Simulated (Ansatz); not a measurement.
**KF: field-gradient calculation**

- system: KF (Fm-3m, 16 atoms in the cell)
- method: DFT, PBE, plane-wave PAW, default files, scalar-relativistic, no spin polarisation (Ansatz 0.2.0)

It belongs to a series of runs on one base structure; here: core holes.

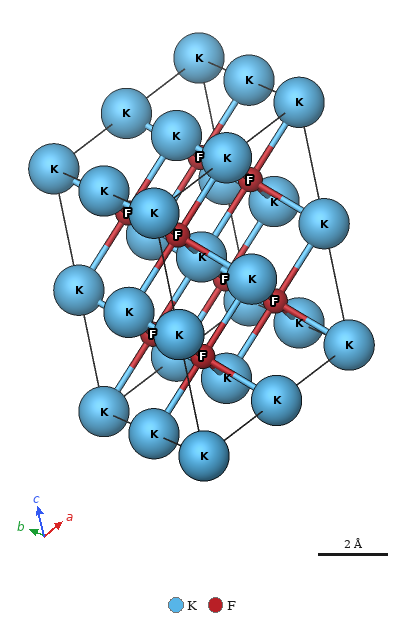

**Figure 1.** The input geometry (ball-and-stick view of the cell of the calculation, seen slightly off an axis).

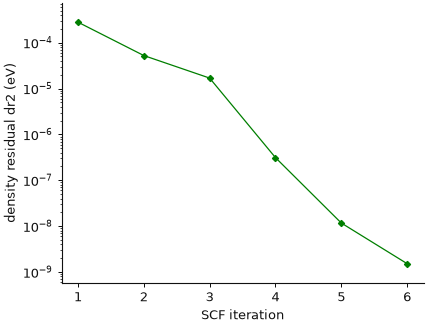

**Figure 2.** Convergence of the self-consistent field: density residual dr2 against the SCF iteration. The residual falls at every step.

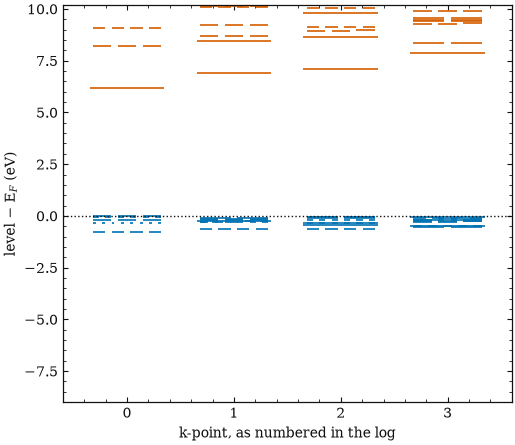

**Figure 3.** Kohn–Sham levels near the Fermi level (dotted) at the few k-points that the log prints; levels within 0.02 eV of each other stand side by side. Among these points the highest filled and lowest empty levels are 6.18 eV apart, which is the gap on the mesh.

These pictures come from the run below.

## The input
```yaml
crystal:
  lattice:
    - [0.0, 5.3437, 5.3437]
    - [5.3437, 0.0, 5.3437]
    - [5.3437, 5.3437, 0.0]
  atoms:
    - { symbol: K, position: [0.0, 0.0, 0.0] }
    - { symbol: K, position: [0.0, 0.0, 0.5] }
    - { symbol: K, position: [0.0, 0.5, 0.0] }
    - { symbol: K, position: [0.0, 0.5, 0.5] }
    - { symbol: K, position: [0.5, 0.0, 0.0] }
    - { symbol: K, position: [0.5, 0.0, 0.5] }
    - { symbol: K, position: [0.5, 0.5, 0.0] }
    - { symbol: K, position: [0.5, 0.5, 0.5] }
    - { symbol: F, position: [0.25, 0.25, 0.25] }
    - { symbol: F, position: [0.25, 0.25, 0.75] }
    - { symbol: F, position: [0.25, 0.75, 0.25] }
    - { symbol: F, position: [0.25, 0.75, 0.75] }
    - { symbol: F, position: [0.75, 0.25, 0.25] }
    - { symbol: F, position: [0.75, 0.25, 0.75] }
    - { symbol: F, position: [0.75, 0.75, 0.25] }
    - { symbol: F, position: [0.75, 0.75, 0.75] }
kpoints:
  mp_grid: { grid: [3, 3, 3] }
scf:
  occupations: { method: fixed }
hamiltonian:
  xc: pbe
  pseudopotentials: { kind: paw }
output:
  forces: true
  efg: { quadrupole_moments_barn: { K: 0.0603 }, contact_densities: true }
  core_levels:
    shells: { K: "2p", F: "1s" }
    counted_from: valence_top
    eps_inf: [1.986, 1.986, 1.986]
```

Launch command:
```bash
ansatz run input.yaml --threads 1 --pin off --max-ram 2560MiB --backend cpu --events-out ev --progress --plain --runs-dir out
```

## The program's output
```
Engine: ansatz 0.2.0, aarch64-unknown-linux-gnu
Pseudopotentials: kind: paw
Pseudopotential: K, paw, valence charge 9, recommended cutoff 420 eV (normal), K.paw.azcp
Pseudopotential: F, paw, valence charge 7, recommended cutoff 420 eV (normal), F.paw.azcp
Functional definition: PBE
  parameter kappa = 0.804
  parameter beta = 0.06672455060314922
  exchange = pbe_x(kappa = kappa, mu = beta*pi^2/3)
  correlation = pbe_c(beta = beta)
Crystal: 16 atoms, lattice volume = 305.180 Å³
Basis set: ecut = 420 eV, 5961 PW (Γ), exchange–correlation on 108×108×108 points (8 copies of the dense FFT grid, shifted against one another)
Bands: 80, of which v1, the nominal top of the filled ones, is band 64 counted from 1 (63 counted from 0)
Symmetry: 384 space group operations
Space group: Fm-3m (ITA 225), of the structure as read, at distance tolerance 6.7e-5 Å
k-points: 4 of 27
Non-local potential: K, projectors of the file, l = 0: 3, l = 1: 2, l = 2: 2
Non-local potential: F, projectors of the file, l = 0: 2, l = 1: 2, l = 2: 1
PAW form: soft (Blöchl's): semilocal exchange-correlation on the pseudo side does not see the compensation charge
PAW one-centre angular grid: K, 110 points (default); XC on 64 Gauss nodes
PAW one-centre angular grid: F, 110 points (default); XC on 64 Gauss nodes
Initial density: superposition of atomic densities (neutral atoms: chi_scale 0, normalization atom), corrected by the library's trained network
Initial wavefunctions: pseudopotential atomic-orbital guess
Functional: x = pbe(κ = 0.804, μ = 0.2195149727645171), c = pbe(β = 0.06672455060314922)
SCF iter   1: F=—  HF=-18790.368715 eV  |F-HF|=—  |Δ(HF+E_count)|=         —  Δρ=3.68e-4  dr2=2.80e-4  ethr=1.77e-3  ⟨swp⟩=4.5  Hψ=1160  notcnv=0  defer=48
preconditioner: auto → Resta (q_TF=auto, 2.360 Å⁻¹)  ε∞=2.9  [insulator: Δε(μ)=6.179 eV  Ē_g=16.284 eV  n_scr=64 (ndim 8)  ℏωp=22.5 eV  f_vac=0.122  ε∞_Penn≈2.9]
SCF iter   2: F=—  HF=-18790.368269 eV  |F-HF|=—  |Δ(HF+E_count)|=   4.46e-4  Δρ=2.19e-4  dr2=5.24e-5  ethr=2.19e-7  ⟨swp⟩=2.0  Hψ=635  notcnv=0  defer=54
SCF iter   3: F=—  HF=-18790.368349 eV  |F-HF|=—  |Δ(HF+E_count)|=   7.94e-5  Δρ=9.17e-5  dr2=1.69e-5  ethr=4.10e-8  ⟨swp⟩=2.0  Hψ=492  notcnv=0  defer=53
SCF iter   4: F=—  HF=-18790.368482 eV  |F-HF|=—  |Δ(HF+E_count)|=   1.33e-4  Δρ=1.49e-5  dr2=3.12e-7  ethr=1.32e-8  ⟨swp⟩=2.0  Hψ=543  notcnv=0  defer=53
iter 5 did not close the SCF: its close was put off for the readings that it lacked (scf_convergence_deferred on its scf_iter line)
SCF iter   5: F=-18790.368483 eV  HF=-18790.368483 eV  |F-HF|=2.34e-8  |Δ(HF+E_count)|=   1.70e-6  Δρ=2.80e-6  dr2=1.17e-8  ethr=2.44e-10  ⟨swp⟩=2.0  Hψ=497  notcnv=0  defer=53
SCF iter   6: F=-18790.368483 eV  HF=-18790.368483 eV  |F-HF|=1.27e-9  |Δ(HF+E_count)|=   2.81e-8  Δρ=9.40e-7  dr2=1.52e-9  ethr=9.16e-12  ⟨swp⟩=11.5  Hψ=1685  notcnv=0
SCF 1 converged in 6 iterations: F = -18790.368483 eV  dr2 = 1.52e-9
  greatest PAW one-centre occupation: 0.988 electrons in one spin orbital (limit 2), on the K atom at site 7 (counted from 0), in its partial waves of l = 0
── core hole 1/2: 2p of K 0 ──
── 2p of K 0: 286.772 eV over the cell without the hole, in 13 iterations ──
── core hole 2/2: 1s of F 8 ──
── 1s of F 8: 676.916 eV over the cell without the hole, in 13 iterations ──
SCF converged after 6 iterations
Free energy (F): -18790.368483 eV
Harris-Foulkes:  -18790.368483 eV  (|F-HF|=1.27e-9)
Internal energy: -18790.368483 eV  (E = F + TS)
E sigma→0 (E₀):  -18790.368483 eV
Fermi energy:    1.461549 eV
--- Per-component energies (eV) ---
  E_band       = -1001.293638
  E_kinetic    = 3698.716829
  E_local      = -8888.528039  (includes V_loc(G=0)·N_el)
  E_nonlocal   = 687.624708
  E_hartree    = 3205.652801
  E_xc         = -1731.775313
  E_vxc        = -2152.744609  (∫ρ·V_xc dr)
  E_paw        = -7857.580494  (= ΣΔE_a)
  E_vpaw       = -757.687361  (= ΣTr[D̂ρ^β])
  E_aug_tail   = 0.016535  (compensation charges beyond the density's cutoff)
  E_ewald      = -7904.495510
  E_smearing   = -0.000000  (= −TS)
  E_closure    = -0.000000  (closes the sum)
  Σ components = -18790.368483   (vs F -18790.368483, Δ=0.00e0)
--- Forces (eV/Å), atoms counted from 1 ---
  atom   1  K      0.00000000    -0.00000000    -0.00000000
  atom   2  K      0.00000000     0.00000000    -0.00000000
  atom   3  K      0.00000000    -0.00000000    -0.00000000
  atom   4  K      0.00000000     0.00000000     0.00000000
  atom   5  K      0.00000000    -0.00000000     0.00000000
  atom   6  K      0.00000000     0.00000000     0.00000000
  atom   7  K      0.00000000     0.00000000    -0.00000000
  atom   8  K      0.00000000    -0.00000000     0.00000000
  atom   9  F     -0.00000000     0.00000000     0.00000000
  atom  10  F     -0.00000000     0.00000000    -0.00000000
  atom  11  F     -0.00000000     0.00000000     0.00000000
  atom  12  F      0.00000000    -0.00000000    -0.00000000
  atom  13  F      0.00000000    -0.00000000    -0.00000000
  atom  14  F     -0.00000000     0.00000000     0.00000000
  atom  15  F      0.00000000    -0.00000000     0.00000000
  atom  16  F      0.00000000     0.00000000     0.00000000
  max |Σ_I F_I| component: 2.48e-26 eV/Å
--- PAW observables at the nuclei: V_zz in 10²¹ V/m², potentials from the cell's mean, atoms counted from 1 ---
  atom   1  K  V_zz =    -0.000000   η = 0.0000   by run symmetry: forbidden   C_q = -0.0000 MHz
            electrostatic potential = -2064.224273 V   contact ρ = 34766.958902 e/Å³
  atom   2  K  V_zz =    -0.000000   η = 0.0000   by run symmetry: forbidden   C_q = -0.0000 MHz
            electrostatic potential = -2064.224273 V   contact ρ = 34766.958902 e/Å³
  atom   3  K  V_zz =    -0.000000   η = 0.0000   by run symmetry: forbidden   C_q = -0.0000 MHz
            electrostatic potential = -2064.224273 V   contact ρ = 34766.958902 e/Å³
  atom   4  K  V_zz =    -0.000000   η = 0.0000   by run symmetry: forbidden   C_q = -0.0000 MHz
            electrostatic potential = -2064.224273 V   contact ρ = 34766.958902 e/Å³
  atom   5  K  V_zz =    -0.000000   η = 0.0000   by run symmetry: forbidden   C_q = -0.0000 MHz
            electrostatic potential = -2064.224273 V   contact ρ = 34766.958902 e/Å³
  atom   6  K  V_zz =    -0.000000   η = 0.0000   by run symmetry: forbidden   C_q = -0.0000 MHz
            electrostatic potential = -2064.224273 V   contact ρ = 34766.958902 e/Å³
  atom   7  K  V_zz =    -0.000000   η = 0.0000   by run symmetry: forbidden   C_q = -0.0000 MHz
            electrostatic potential = -2064.224273 V   contact ρ = 34766.958902 e/Å³
  atom   8  K  V_zz =    -0.000000   η = 0.0000   by run symmetry: forbidden   C_q = -0.0000 MHz
            electrostatic potential = -2064.224273 V   contact ρ = 34766.958902 e/Å³
  atom   9  F  V_zz =    +0.000000   η = 0.0000   by run symmetry: forbidden
            electrostatic potential = -736.567033 V   contact ρ = 3126.841753 e/Å³
  atom  10  F  V_zz =    +0.000000   η = 0.0000   by run symmetry: forbidden
            electrostatic potential = -736.567033 V   contact ρ = 3126.841753 e/Å³
  atom  11  F  V_zz =    +0.000000   η = 0.0000   by run symmetry: forbidden
            electrostatic potential = -736.567033 V   contact ρ = 3126.841753 e/Å³
  atom  12  F  V_zz =    +0.000000   η = 0.0000   by run symmetry: forbidden
            electrostatic potential = -736.567033 V   contact ρ = 3126.841753 e/Å³
  atom  13  F  V_zz =    +0.000000   η = 0.0000   by run symmetry: forbidden
            electrostatic potential = -736.567033 V   contact ρ = 3126.841753 e/Å³
  atom  14  F  V_zz =    +0.000000   η = 0.0000   by run symmetry: forbidden
            electrostatic potential = -736.567033 V   contact ρ = 3126.841753 e/Å³
  atom  15  F  V_zz =    +0.000000   η = 0.0000   by run symmetry: forbidden
            electrostatic potential = -736.567033 V   contact ρ = 3126.841753 e/Å³
  atom  16  F  V_zz =    +0.000000   η = 0.0000   by run symmetry: forbidden
            electrostatic potential = -736.567033 V   contact ρ = 3126.841753 e/Å³
--- Band table (eV) ---
  k-point 0: bands = ["-24.6619", "-24.5672", "-24.5672", "-24.5672", "-24.5672", "-24.5465", "-24.5465", "-24.5465", "-17.2796", "-17.2796", "-17.2796", "-17.2796", "-17.2096", "-17.2096", "-17.2096", "-17.1919", "-8.4692", "-8.4692", "-8.4692", "-8.1867", "-8.1867", "-8.1867", "-8.1867", "-8.1231", "-8.1231", "-8.1231", "-8.1231", "-8.1231", "-8.1231", "-7.9490", "-7.9490", "-7.9490", "-7.9490", "-7.9490", "-7.9490", "-7.9490", "-7.9490", "-7.9125", "-7.9125", "-7.9125", "0.6719", "0.6719", "0.6719", "0.6719", "1.1139", "1.1139", "1.1139", "1.1139", "1.1139", "1.1139", "1.1139", "1.1139", "1.2518", "1.2518", "1.2518", "1.4053", "1.4053", "1.4053", "1.4053", "1.4053", "1.4053", "1.4615", "1.4615", "1.4615", "7.6430", "9.6758", "9.6758", "9.6758", "10.5390", "10.5390", "10.5390", "10.5390", "11.7720", "11.7720", "11.7720", "12.0703", "12.0703", "12.0703", "12.0703", "12.1368"]
  k-point 1: bands = ["-24.6385", "-24.5912", "-24.5621", "-24.5621", "-24.5621", "-24.5517", "-24.5517", "-24.5517", "-17.2620", "-17.2620", "-17.2620", "-17.2573", "-17.2271", "-17.2271", "-17.2271", "-17.2135", "-8.3658", "-8.3658", "-8.3658", "-8.2119", "-8.2119", "-8.2119", "-8.1192", "-8.1190", "-8.1190", "-8.1190", "-8.0806", "-8.0806", "-8.0806", "-8.0449", "-8.0449", "-8.0449", "-7.9936", "-7.9936", "-7.9936", "-7.9821", "-7.9400", "-7.9400", "-7.9218", "-7.9218", "0.8414", "0.8472", "0.8472", "0.8472", "1.1594", "1.1594", "1.1594", "1.1599", "1.1599", "1.1599", "1.1879", "1.1879", "1.1879", "1.1981", "1.1981", "1.2298", "1.2826", "1.2826", "1.2826", "1.3336", "1.3336", "1.3336", "1.3717", "1.3717", "8.3847", "9.9348", "10.1440", "10.1440", "10.1440", "10.6844", "10.6844", "10.6844", "11.5483", "11.5636", "11.5636", "11.5636", "11.5948", "11.5948", "11.5948", "11.7593"]
  k-point 2: bands = ["-24.6314", "-24.5736", "-24.5694", "-24.5694", "-24.5694", "-24.5694", "-24.5444", "-24.5444", "-17.2607", "-17.2607", "-17.2607", "-17.2607", "-17.2278", "-17.2278", "-17.2239", "-17.2146", "-8.3843", "-8.3843", "-8.2423", "-8.2112", "-8.2112", "-8.1746", "-8.1746", "-8.1746", "-8.1746", "-8.0704", "-8.0704", "-8.0632", "-8.0632", "-8.0632", "-8.0632", "-8.0311", "-8.0311", "-7.9650", "-7.9650", "-7.9586", "-7.9506", "-7.9506", "-7.9506", "-7.9506", "0.8146", "0.8146", "0.8146", "0.8146", "1.0322", "1.1030", "1.1306", "1.1306", "1.1306", "1.1306", "1.1431", "1.1431", "1.2651", "1.2651", "1.2651", "1.2651", "1.2691", "1.2691", "1.3431", "1.3431", "1.4051", "1.4051", "1.4325", "1.4325", "8.5608", "10.1194", "10.4144", "10.4144", "10.4261", "10.5719", "10.5719", "10.5719", "10.5719", "11.2761", "11.4841", "11.4841", "11.4841", "11.4841", "12.0808", "12.0808"]
  k-point 3: bands = ["-24.6078", "-24.5933", "-24.5933", "-24.5642", "-24.5642", "-24.5496", "-24.5496", "-24.5496", "-17.2454", "-17.2454", "-17.2454", "-17.2433", "-17.2433", "-17.2388", "-17.2388", "-17.2364", "-8.3069", "-8.2634", "-8.2634", "-8.2144", "-8.2144", "-8.2063", "-8.2063", "-8.1499", "-8.1499", "-8.1440", "-8.1066", "-8.1066", "-8.0349", "-8.0268", "-8.0215", "-8.0007", "-8.0007", "-7.9946", "-7.9946", "-7.9940", "-7.9940", "-7.9932", "-7.9932", "-7.9145", "0.9359", "0.9359", "0.9662", "0.9662", "0.9756", "0.9859", "0.9859", "0.9892", "1.1911", "1.1911", "1.1984", "1.2197", "1.2325", "1.2325", "1.2529", "1.2529", "1.2836", "1.2919", "1.2919", "1.3376", "1.3376", "1.3494", "1.3494", "1.3928", "9.3524", "9.8016", "9.8016", "10.7445", "10.7445", "10.7635", "10.8624", "10.8624", "10.9045", "10.9045", "11.0327", "11.0327", "11.3530", "11.3650", "11.3650", "11.7906"]
--- Core levels from the valence top (as output.core_levels.counted_from types it; a hole's nearest image at 7.6 Å) ---
  the holes have spin, beside a run without
  atom         alike  shell      binding/eV   shift/eV difference/eV images/eV   SCF
  K 0              8     2p         289.833     +0.000       286.772    +1.555    13
  F 8              8     1s         679.943     +0.000       676.916    +1.555    13
  the dataset of K with a 2p hole: scattering error 0.002 eV (0.006 eV in the local channel); free atom: scalar-relativistic, large and small components
  the two lines of K's 2p: 2p1/2 +1.862 eV and 2p3/2 -0.931 eV off its levels, 1 : 2 in strength
  the dataset of F with a 1s hole: scattering error 0.016 eV (0.001 eV in the local channel); free atom: scalar-relativistic, large and small components
  K 0 2p: small_cell
  F 8 1s: small_cell
  the highest filled level without a hole stands at 1.4615 eV, at the point (0.0000, 0.0000, 0.0000)
  K 0 2p: the alignment adds +0.0442 eV (standard deviation 0.1600 over 9 far atoms)
  F 8 1s: the alignment adds +0.0109 eV (standard deviation 0.1334 over 9 far atoms)
  a level is its difference with the images' term at an eps_inf of 1.986, the alignment and the highest filled level
```

## Summary

```csv
quantity,value
outcome,converged
space group (tolerance 0.01 Å),Fm-3m (225)
electrons treated,128
free energy,−18790.3685 eV
Fermi energy,1.462 eV
gap on the k-point mesh,6.18 eV
field gradient V_zz (10²¹ V/m²),zero at all sites
largest force (length of the vector),under 0.001 eV/Å
hardware,"1 thread of an Arm (aarch64) CPU, shared host"
wall time,81 s
peak memory,0.74 GiB
```
